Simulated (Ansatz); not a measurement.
The calculation's input:

```
crystal:
  lattice:
    - [1.797545415, -6.2136000515, 0.0]
    - [1.797545415, 6.2136000515, 0.0]
    - [0.0, 0.0, 3.6046506719]
  atoms:
    - { symbol: Ga, position: [0.3293055841, 0.6706944159, 0.75] }
    - { symbol: Ga, position: [0.6706944159, 0.3293055841, 0.25] }
    - { symbol: As, position: [0.8805007859, 0.1194992141, 0.25] }
    - { symbol: As, position: [0.1194992141, 0.8805007859, 0.75] }
kpoints:
  mp_grid: { grid: [8, 8, 8] }
  band_path:
    path:
      - [0.0, 0.0, 0.0]
      - [-0.5, 0.5, 0.0]
      - [-0.27092248, 0.72907752, 0.0]
      - [0.27092248, 0.27092248, 0.0]
      - [0.0, 0.0, 0.5]
      - [0.27092248, 0.27092248, 0.5]
      - [-0.27092248, 0.72907752, 0.5]
      - [-0.5, 0.5, 0.5]
      - [0.0, 0.5, 0.0]
    npoints: 1
hamiltonian:
  xc: r2scan
  dispersion: rvv10
scf:
  occupations: { method: fermi_dirac, width: 0.03 }
  n_extra_bands: 5
output:
  forces: true
  stress: true
  eigenvalues: true
  write_density: true
  write_potential: true
  elf: true
  volumetric_format: npy
```

Launched as:

```sh
ansatz run input.yaml --threads 2 --pin off --max-ram 2211MiB --backend cpu --events-out ev --progress --plain --runs-dir out
```

Below, planes, directions and counts refer to the conventional cell (a = 3.60 Å, b = 12.43 Å, c = 3.60 Å, α = 90.00°, β = 90.00°, γ = 90.00°).

Space group Cmcm; a structure from a database of computed crystals, not necessarily the ambient phase; started from the TlCl-63 prototype, which need not be the ambient phase.

These are results of DFT, r2SCAN+rVV10, plane waves, PAW in Ansatz, not measurements.

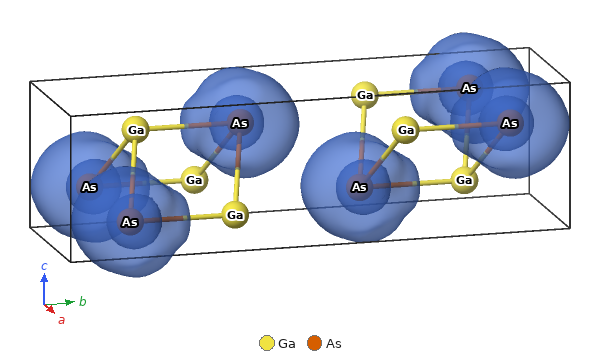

GaAs. Isosurface of the electron localisation function at 0.55 (blue), seen slightly off an axis. Core shells and regions of very low density are left out. Sticks mark near contacts.

Core electrons are frozen (PAW), and the valence fields are smoothed inside the atomic spheres.

Q: Identify the bonds, lone pairs and shells in this picture.

A: The ELF exceeds this value in four regions on As in which the atom's valence shell and bonds are merged, counted in one cell of 8 atoms. Regions shared between cells count once. Profiles from the grid: Ga–As (2.61 Å): the ELF peaks at about 0.70 in the valence shell of As, 1.2 Å from its nucleus, and is about 0.65 at the midpoint.
